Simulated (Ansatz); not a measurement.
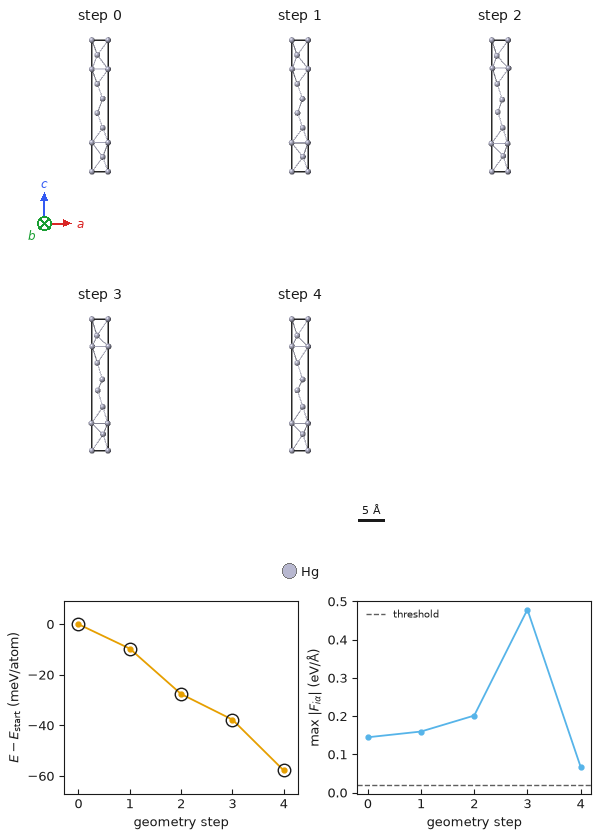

Frames of a relaxation of crystalline Hg (set up in C2/m) (cell charge −0.1) (coarse preliminary run), marked on the history of the run. The picture is a ball-and-stick view of the conventional cell (3 times the calculation's cell), seen along the b axis. Lengths and directions refer to the drawn axes.

Case: input drawn at random.

The calculation used DFT RPBE, scalar-relativistic, plane waves, PAW in Ansatz 0.2.0.

The input:
```yaml
crystal:
  lattice:
    - [3.1217354593, -1.80458658, 0.0]
    - [3.1217354593, 1.80458658, 0.0]
    - [-2.087465782, 0.0, 8.4440744872]
  atoms:
    - { symbol: Hg, position: [0.77752752, 0.77752752, 0.33628873] }
    - { symbol: Hg, position: [0.22247248, 0.22247248, 0.66371127] }
    - { symbol: Hg, position: [0.0, 0.0, 0.0] }
total_charge: -0.1
basis:
  ecutwfc: 420
  xc_grid: 1
kpoints:
  mp_grid: { grid: [2, 2, 1] }
hamiltonian:
  xc: rpbe
scf:
  occupations: { method: gaussian, width: 0.1 }
output:
  forces: true
  stress: true
  eigenvalues: true
relax:
  adjacent_minimum: "off"
  f_tol: 0.02
  max_steps: 5
```

Launched with:
```bash
ansatz run input.yaml --threads 1 --pin off --max-ram 1331MiB --backend cpu --events-out ev --progress --plain --runs-dir out
```

> What happens along the run?

The relaxation stopped without meeting its thresholds, so the last structure isn't shown to be converged. It used up its limit of 5 steps. The largest moves, 0.34 Å, are those of Hg1 and Hg2. Hg1 goes along +c. The cell stays as it was. Near-neighbour distances that change, for instance: Hg1–Hg2 3.469 → 2.912 Å, Hg1–Hg2 (another image) 3.458 → 2.962 Å, Hg1–Hg3 3.519 → 3.808 Å, Hg1–Hg3 (another image) 3.526 → 3.790 Å. The space group stays C2/m (No. 12). Over 4 geometry steps the energy falls by 57.8 meV per atom. The largest force component goes from 0.14 to 0.068 eV/Å. The run took roughly 9 core-seconds on a shared host. From step 0 to 1: Hg atoms move most (0.09 Å), energy −9.7 meV per atom. From step 1 to 2: Hg atoms move most (0.20 Å), energy −17.9 meV per atom. From step 2 to 3: Hg atoms move most (0.14 Å), energy −10.1 meV per atom. From step 3 to 4: Hg atoms move most (0.13 Å), energy −20.1 meV per atom.

| step | E − E(0), meV/atom | largest force component, eV/Å |
| --- | --- | --- |
| 0 | 0.00 | 0.1450 |
| 1 | -9.65 | 0.1600 |
| 2 | -27.59 | 0.2017 |
| 3 | -37.71 | 0.4789 |
| 4 | -57.78 | 0.0677 |

Limits of the set-up: the k-point mesh is coarse for a cell with partly filled bands; the cell is charged, on a uniform background, and energies carry no finite-size correction.
